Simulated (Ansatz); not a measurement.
# What a change does: single-point calculation on CuO

System: CuO (8 atoms in the cell).
Method of run A: DFT, PBE+U, PAW, plane waves, scalar-relativistic, Ueff = 4 eV on Cu d, spin-polarised (Ansatz 0.2.0).

The structure derives from an entry of the Crystallography Open Database. Text and figures count atoms from 1; the logs count them from 0 in places.

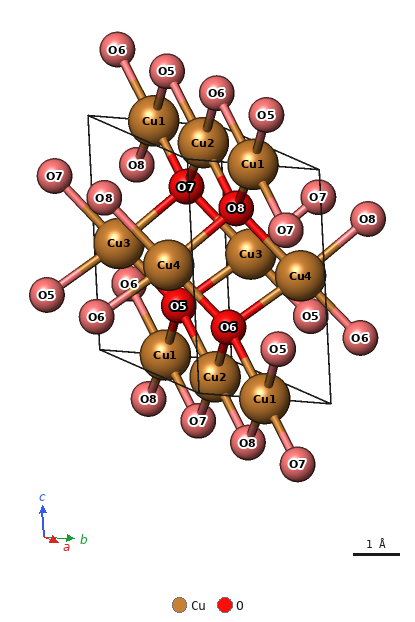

Figure 1. The input geometry (ball-and-stick view of the cell of the calculation, seen slightly off an axis; neighbours outside the cell are drawn fainter; atoms are numbered from 1 in the order of the input). An atom can appear more than once, as a periodic image.

Input file, run A:
```yaml
crystal:
  lattice:
    - [4.6927, -3.4283, 0.0]
    - [2.34635, 1.71415, 0.0]
    - [-0.85192, 0.0, 5.06587]
  atoms:
    - { symbol: Cu, position: [0.00165, 0.4967, 0.0], spin: 1.0 }
    - { symbol: Cu, position: [0.50165, 0.4967, 0.0], spin: 1.0 }
    - { symbol: Cu, position: [0.24835, 0.0033, 0.5], spin: -1.0 }
    - { symbol: Cu, position: [0.74835, 0.0033, 0.5], spin: -1.0 }
    - { symbol: O, position: [0.28595, 0.4073, 0.2602] }
    - { symbol: O, position: [0.78595, 0.4073, 0.2602] }
    - { symbol: O, position: [0.20365, 0.5719, 0.7602] }
    - { symbol: O, position: [0.70365, 0.5719, 0.7602] }
magnetization:
  spin_polarized: true
hamiltonian:
  xc: pbe
  pseudopotentials: { kind: paw }
  hubbard: { sites: [{ species: Cu, l: d, u_eff: 4.0 }] }
basis:
  ecutwfc: 420
kpoints:
  mp_grid: { grid: [4, 8, 4] }
scf:
  occupations: { method: fermi_dirac, width: 0.1 }
  lower_state_search: "off"
output:
  forces: true
  stress: true
  write_density: true
  write_potential: true
  elf: true
  volumetric_format: npy
```

Launched with:
```bash
ansatz run input.yaml --threads 2 --pin off --max-ram 5120MiB --backend cpu --events-out ev --progress --plain --runs-dir out
```

Hardware: 2 threads of Arm Neoverse V1, 24 GiB of memory available, shared host.

Output, shortened to warnings, some set-up lines, iterations and results (run A):
```
Basis set: ecut = 420 eV, 1593 PW (Γ), exchange–correlation on 80×40×72 points (8 copies of the dense FFT grid, shifted against one another)
Symmetry: 2 space group operations
k-points: 68 of 128 (time reversal used)
Initial density: superposition of atomic densities (chi_scale 0.1, normalization cell, long waves kept (reshape's long-wave potential 0.00 eV rms))
[...]
SCF iter   1: F=—  HF=-28759.783719 eV  |F-HF|=—  |Δ(HF+E_count)|=         —  Δρ=9.04e-2 (↑9.04e-2 ↓9.04e-2)  dr2=2.03e0  dr2_m=5.26e0  M=-0.000 μB ∫|m|=1.067 μB  β_m=0.30  …
SCF iter   2: F=—  HF=-28760.164947 eV  |F-HF|=—  |Δ(HF+E_count)|=   3.81e-1  Δρ=5.61e-2 (↑5.61e-2 ↓5.61e-2)  dr2=2.90e-1  dr2_m=2.05e0  M=-0.000 μB ∫|m|=1.348 μB  β_m=0.30  …
SCF iter   3: F=—  HF=-28760.654105 eV  |F-HF|=—  |Δ(HF+E_count)|=   4.89e-1  Δρ=3.77e-2 (↑3.77e-2 ↓3.77e-2)  dr2=2.00e-1  dr2_m=8.79e-1  M=0.000 μB ∫|m|=1.478 μB  β_m=0.30  …
SCF iter   4: F=—  HF=-28761.072462 eV  |F-HF|=—  |Δ(HF+E_count)|=   4.18e-1  Δρ=2.16e-2 (↑2.16e-2 ↓2.16e-2)  dr2=2.14e-2  dr2_m=3.42e-1  M=-0.000 μB ∫|m|=1.613 μB  β_m=0.30  …
SCF iter   5: F=—  HF=-28761.192869 eV  |F-HF|=—  |Δ(HF+E_count)|=   1.20e-1  Δρ=1.28e-2 (↑1.28e-2 ↓1.28e-2)  dr2=6.46e-2  dr2_m=1.06e-1  M=0.000 μB ∫|m|=1.794 μB  β_m=1.00  …
[... 13 lines ...]
SCF iter  19: F=—  HF=-28761.544156 eV  |F-HF|=—  |Δ(HF+E_count)|=   3.29e-5  Δρ=7.13e-5 (↑7.13e-5 ↓5.10e-5)  dr2=7.48e-6  dr2_m=3.25e-7  M=-0.000 μB ∫|m|=2.839 μB  β_m=0.80  …
SCF iter  20: F=—  HF=-28761.544156 eV  |F-HF|=—  |Δ(HF+E_count)|=   4.88e-8  Δρ=1.88e-5 (↑1.88e-5 ↓1.16e-5)  dr2=6.54e-7  dr2_m=2.78e-8  M=-0.000 μB ∫|m|=2.839 μB  β_m=0.90  …
SCF iter  21: F=—  HF=-28761.544157 eV  |F-HF|=—  |Δ(HF+E_count)|=   8.23e-8  Δρ=9.99e-6 (↑9.93e-6 ↓9.99e-6)  dr2=1.11e-7  dr2_m=3.74e-8  M=0.000 μB ∫|m|=2.839 μB  β_m=0.95  …
SCF iter  22: F=-28761.544157 eV  HF=-28761.544157 eV  |F-HF|=5.07e-9  |Δ(HF+E_count)|=   2.93e-8  Δρ=1.97e-6 (↑1.97e-6 ↓1.92e-6)  dr2=8.89e-9  dr2_m=1.37e-10  M=0.000 μB …
SCF 1 converged in 22 iterations: F = -28761.544157 eV  dr2 = 8.89e-9
SCF converged after 22 iterations
Magnetization: 0.0000 μB (50.0000 up, 50.0000 down)
Absolute magnetization: 2.8095 μB (∫|ρ↑−ρ↓|, with the PAW one-centre terms)
Spin contamination: 1.5410 ħ² per cell (⟨S²⟩ above its minimum at these occupations)
Per-site moments (μB) at R_I (Å): [(0.5243364124909469, 0.7781644329193188), (0.5243364124909468, 0.7781644329193187), (-0.5243362067277003, 0.7781644329193188), (-0.5243362067277003, 0.778164432919319), (-0.011184410353087556, 0.7781644329193188), (-0.011184410353087548, 0.778164432919319), …
Free energy (F): -28761.544157 eV
Harris-Foulkes:  -28761.544157 eV  (|F-HF|=5.07e-9)
Internal energy: -28761.527286 eV  (E = F + TS)
E sigma→0 (E₀):  -28761.535721 eV
Entropy (-TS):   -0.016870 eV (-2.109 meV/atom)
Fermi energy:    11.835651 eV
--- Per-component energies (eV) ---
  E_band       = -1790.849495
  E_kinetic    = 1886.638302
  E_local      = -19369.822857  (includes V_loc(G=0)·N_el)
  E_nonlocal   = 1756.505398
  E_hartree    = 8387.330141
  E_xc         = -647.645926
  E_vxc        = -831.385328  (∫ρ·V_xc dr)
  E_hubbard    = 2.667939  (on-site DFT+U / exact-exchange correction)
  E_vhub       = -69.772442  (the Hubbard potential's part of the band-sum identity)
  E_paw        = -7278.262065  (= ΣΔE_a)
  E_vpaw       = -1937.682208  (= ΣTr[D̂ρ^β])
  E_aug_tail   = 0.010916  (compensation charges beyond the density's cutoff)
  E_ewald      = -13498.949135
  E_smearing   = -0.016870  (= −TS)
  E_closure    = -0.000000  (closes the sum)
  Σ components = -28761.544157   (vs F -28761.544157, Δ=0.00e0)
--- Forces (eV/Å), atoms counted from 1 ---
  atom   1  Cu    -0.75851098     0.25505655     0.73769510
  atom   2  Cu    -0.75851098     0.25505655     0.73769510
  atom   3  Cu    -0.75851138    -0.25505603     0.73769886
  atom   4  Cu    -0.75851138    -0.25505603     0.73769886
  atom   5  O      0.75851185     0.15630007    -0.73769794
  atom   6  O      0.75851185     0.15630007    -0.73769794
  atom   7  O      0.75851177    -0.15630090    -0.73769845
  atom   8  O      0.75851177    -0.15630090    -0.73769845
  max |Σ_I F_I| component: 4.85e-6 eV/Å
--- Stress (GPa, compression-positive) ---
        7.618986       0.000005      -2.343484
        0.000005       6.992790       0.000000
       -2.343484       0.000000       8.413468
  P = ⅓ Tr σ = 7.6751 GPa (76.751 kbar)
Occupation matrices written to [file]
```

The input of run B differs as follows (lines with − go, lines with + come):
```diff
-    - { symbol: Cu, position: [0.50165, 0.4967, 0.0], spin: 1.0 }
+    - { symbol: Cu, position: [0.50165, 0.4967, 0.0], spin: -1.0 }
-    - { symbol: Cu, position: [0.74835, 0.0033, 0.5], spin: -1.0 }
+    - { symbol: Cu, position: [0.74835, 0.0033, 0.5], spin: 1.0 }
```

How does run B compare with run A?

With the same functional and potentials, run B lies 11.6 meV per atom higher. The pressure goes from 7.68 to 8.06 GPa. The largest force goes from 1.088 to 1.146 eV/Å. The SCF takes 26 iterations against 22. On the same kind of shared host run B took about 0.61 times as long.

Output, shortened to warnings, some set-up lines, iterations and results (run B):
```
Basis set: ecut = 420 eV, 1593 PW (Γ), exchange–correlation on 80×40×72 points (8 copies of the dense FFT grid, shifted against one another)
Symmetry: 1 space group operations
k-points: 68 of 128 (time reversal used)
Initial density: superposition of atomic densities (chi_scale 0.1, normalization cell, long waves kept (reshape's long-wave potential 0.00 eV rms))
[...]
SCF iter   1: F=—  HF=-28759.780339 eV  |F-HF|=—  |Δ(HF+E_count)|=         —  Δρ=9.06e-2 (↑9.06e-2 ↓9.06e-2)  dr2=2.05e0  dr2_m=5.29e0  M=0.000 μB ∫|m|=1.086 μB  β_m=0.30  …
SCF iter   2: F=—  HF=-28760.138992 eV  |F-HF|=—  |Δ(HF+E_count)|=   3.59e-1  Δρ=5.73e-2 (↑5.73e-2 ↓5.73e-2)  dr2=2.80e-1  dr2_m=2.16e0  M=0.000 μB ∫|m|=1.313 μB  β_m=0.30  …
SCF iter   3: F=—  HF=-28760.607090 eV  |F-HF|=—  |Δ(HF+E_count)|=   4.68e-1  Δρ=3.96e-2 (↑3.96e-2 ↓3.96e-2)  dr2=1.85e-1  dr2_m=9.94e-1  M=0.000 μB ∫|m|=1.392 μB  β_m=0.30  …
SCF iter   4: F=—  HF=-28761.007645 eV  |F-HF|=—  |Δ(HF+E_count)|=   4.01e-1  Δρ=2.37e-2 (↑2.37e-2 ↓2.37e-2)  dr2=2.91e-2  dr2_m=4.12e-1  M=0.000 μB ∫|m|=1.499 μB  β_m=0.30  …
SCF iter   5: F=—  HF=-28761.111003 eV  |F-HF|=—  |Δ(HF+E_count)|=   1.03e-1  Δρ=1.49e-2 (↑1.49e-2 ↓1.49e-2)  dr2=5.29e-2  dr2_m=1.52e-1  M=0.000 μB ∫|m|=1.629 μB  β_m=0.30  …
[... 17 lines ...]
SCF iter  23: F=—  HF=-28761.451430 eV  |F-HF|=—  |Δ(HF+E_count)|=   7.49e-6  Δρ=5.93e-5 (↑5.93e-5 ↓5.93e-5)  dr2=7.75e-6  dr2_m=3.37e-7  M=0.000 μB ∫|m|=3.120 μB  β_m=0.66  …
SCF iter  24: F=—  HF=-28761.451429 eV  |F-HF|=—  |Δ(HF+E_count)|=   9.87e-7  Δρ=1.93e-5 (↑1.93e-5 ↓1.93e-5)  dr2=9.59e-7  dr2_m=4.57e-8  M=0.000 μB ∫|m|=3.120 μB  β_m=0.83  …
SCF iter  25: F=—  HF=-28761.451429 eV  |F-HF|=—  |Δ(HF+E_count)|=   4.19e-7  Δρ=8.67e-6 (↑8.67e-6 ↓8.67e-6)  dr2=2.61e-7  dr2_m=5.41e-9  M=0.000 μB ∫|m|=3.120 μB  β_m=0.92  …
SCF iter  26: F=-28761.451429 eV  HF=-28761.451429 eV  |F-HF|=4.72e-8  |Δ(HF+E_count)|=   1.86e-8  Δρ=4.48e-6 (↑4.48e-6 ↓4.48e-6)  dr2=5.65e-8  dr2_m=4.41e-9  M=0.000 μB …
SCF 1 converged in 26 iterations: F = -28761.451429 eV  dr2 = 5.65e-8
SCF converged after 26 iterations
Magnetization: 0.0000 μB (50.0000 up, 50.0000 down)
Absolute magnetization: 3.0844 μB (∫|ρ↑−ρ↓|, with the PAW one-centre terms)
Spin contamination: 1.6097 ħ² per cell (⟨S²⟩ above its minimum at these occupations)
Per-site moments (μB) at R_I (Å): [(0.5416022913566569, 0.7781644329193188), (-0.5416022913566569, 0.7781644329193187), (-0.5526706254987198, 0.7781644329193188), (0.5526706254987204, 0.778164432919319), (-0.1354931470847157, 0.7781644329193188), (0.1354931470847157, 0.778164432919319), …
Free energy (F): -28761.451429 eV
Harris-Foulkes:  -28761.451429 eV  (|F-HF|=4.72e-8)
Internal energy: -28761.428347 eV  (E = F + TS)
E sigma→0 (E₀):  -28761.439888 eV
Entropy (-TS):   -0.023082 eV (-2.885 meV/atom)
Fermi energy:    11.811402 eV
--- Per-component energies (eV) ---
  E_band       = -1790.996877
  E_kinetic    = 1886.656851
  E_local      = -19369.183821  (includes V_loc(G=0)·N_el)
  E_nonlocal   = 1756.261341
  E_hartree    = 8386.739392
  E_xc         = -647.647282
  E_vxc        = -831.389091  (∫ρ·V_xc dr)
  E_hubbard    = 2.659222  (on-site DFT+U / exact-exchange correction)
  E_vhub       = -69.768689  (the Hubbard potential's part of the band-sum identity)
  E_paw        = -7277.975838  (= ΣΔE_a)
  E_vpaw       = -1937.050118  (= ΣTr[D̂ρ^β])
  E_aug_tail   = 0.010923  (compensation charges beyond the density's cutoff)
  E_ewald      = -13498.949135
  E_smearing   = -0.023082  (= −TS)
  E_closure    = -0.000000  (closes the sum)
  Σ components = -28761.451429   (vs F -28761.451429, Δ=0.00e0)
--- Forces (eV/Å), atoms counted from 1 ---
  atom   1  Cu    -0.67281993     0.12521923     0.72407760
  atom   2  Cu    -0.67281993     0.12521923     0.72407760
  atom   3  Cu    -0.79349922    -0.43787325     0.69907100
  atom   4  Cu    -0.79349922    -0.43787325     0.69907100
  atom   5  O      0.75013297     0.34881622    -0.79334786
  atom   6  O      0.75013297     0.34881622    -0.79334786
  atom   7  O      0.71618586    -0.03615484    -0.62980321
  atom   8  O      0.71618586    -0.03615484    -0.62980321
  max |Σ_I F_I| component: 1.47e-5 eV/Å
--- Stress (GPa, compression-positive) ---
        8.002216      -0.207603      -1.969348
       -0.207608       7.695439       0.108295
       -1.969298       0.108279       8.479561
  P = ⅓ Tr σ = 8.0591 GPa (80.591 kbar)
Occupation matrices written to [file]
```

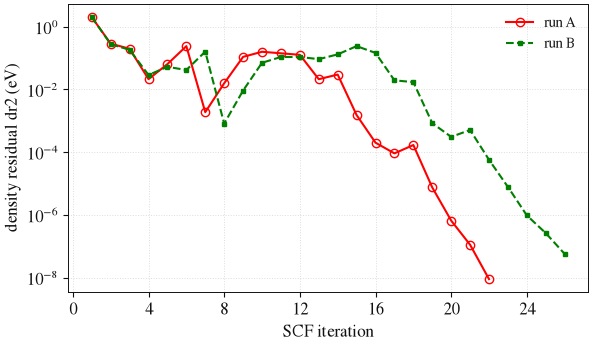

Figure 2. Convergence of the two runs: density residual dr2 against the SCF iteration. Run A takes 22 iterations in all, and run B takes 26.

The two runs side by side:

```tsv
quantity	run A	run B
outcome	converged	converged
free energy per atom (eV)	−3595.1930	−3595.1814
energy per atom, smearing taken to zero (eV)	−3595.1920	−3595.1800
net moment of the cell (μB)	0.00	0.00
absolute moment of the cell (μB)	2.81	3.08
pressure (GPa)	7.68	8.06
largest force (eV/Å)	1.088	1.146
SCF iterations	22	26
irreducible k-points	68	68
plane waves at Γ	1593	1593
wall time (shared host)	99 s	61 s
```

For run A: The cell is under a pressure of 7.7 GPa at this level, so it is not at its equilibrium volume. For run B: The cell is under a pressure of 8.1 GPa at this level, so it is not at its equilibrium volume.
